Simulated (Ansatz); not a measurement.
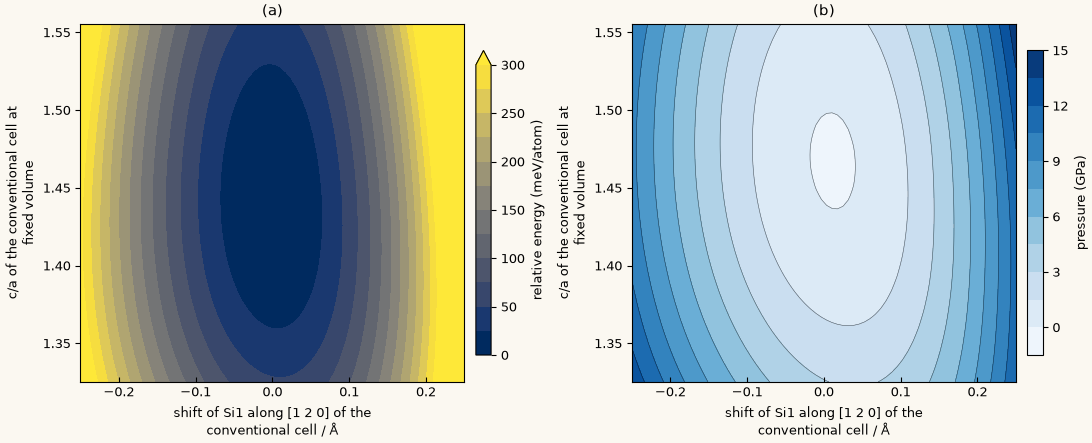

Si2W (P6_222, No. 180; 9 atoms in the cell). 
- The energy is mapped over a free internal coordinate and the cell.
- The first coordinate is: shift of Si1 along [1 2 0] of the conventional cell, Cartesian (0 1 0), its symmetry partners moved as symmetry demands (measured in the relaxed cell); the second: c/a of the conventional cell at fixed volume.
- Nothing is relaxed (all other coordinates fixed).
- Grid: 11 × 11 points.
- Points are written as (first, second).
- All energies are given in meV/atom relative to the lowest grid point.
- The band gap closes in part of the range.
- Level of theory: DFT PBE, scalar-relativistic, plane waves, PAW in Ansatz. Settings: cutoff 420 eV, k-mesh 9×9×6 in the order of the run's cell vectors, gaussian smearing 0.03 eV, no spin polarisation.

Panel (a) is the energy; panel (b) is the computed pressure, in GPa.

In the figure: filled contours, one colour for all values above the top of the scale. Between grid points the surface is interpolated.

Question: How does the pressure vary over the map, and what is it at the lowest grid point?

Answer: It runs from −0.1 GPa at (0.00 Å, 1.464) to 14.6 GPa at (0.25 Å, 1.556). At the lowest grid point, (0.00 Å, 1.440), it is 0.0 GPa.

```
second ↓, first →  −0.25  −0.20  −0.15  −0.10  −0.05  0.00  0.05  0.10  0.15  0.20  0.25
            1.556   10.4    7.1    4.5    2.6    1.4   1.0   1.4   2.8   5.3   9.1  14.6
            1.533    9.9    6.7    4.1    2.2    0.9   0.5   0.8   2.2   4.6   8.4  13.7
            1.510    9.6    6.4    3.8    1.9    0.6   0.1   0.4   1.7   4.1   7.8  12.9
            1.487    9.4    6.2    3.6    1.7    0.5  −0.1   0.2   1.4   3.7   7.3  12.3
            1.464    9.4    6.2    3.7    1.7    0.5  −0.1   0.1   1.2   3.4   6.9  11.8
            1.440    9.6    6.4    3.9    1.9    0.6   0.0   0.2   1.2   3.4   6.7  11.4
            1.417    9.9    6.8    4.2    2.3    0.9   0.3   0.4   1.3   3.4   6.7  11.2
            1.394   10.4    7.3    4.8    2.8    1.4   0.7   0.7   1.6   3.5   6.7  11.1
            1.371   11.1    8.0    5.5    3.5    2.1   1.3   1.3   2.0   3.9   6.9  11.2
            1.348   11.9    8.9    6.4    4.4    2.9   2.1   2.0   2.7   4.4   7.3  11.4
            1.325   13.0   10.0    7.5    5.4    4.0   3.1   2.9   3.4   5.0   7.8  11.8
```

PAW datasets: the set soft_1.
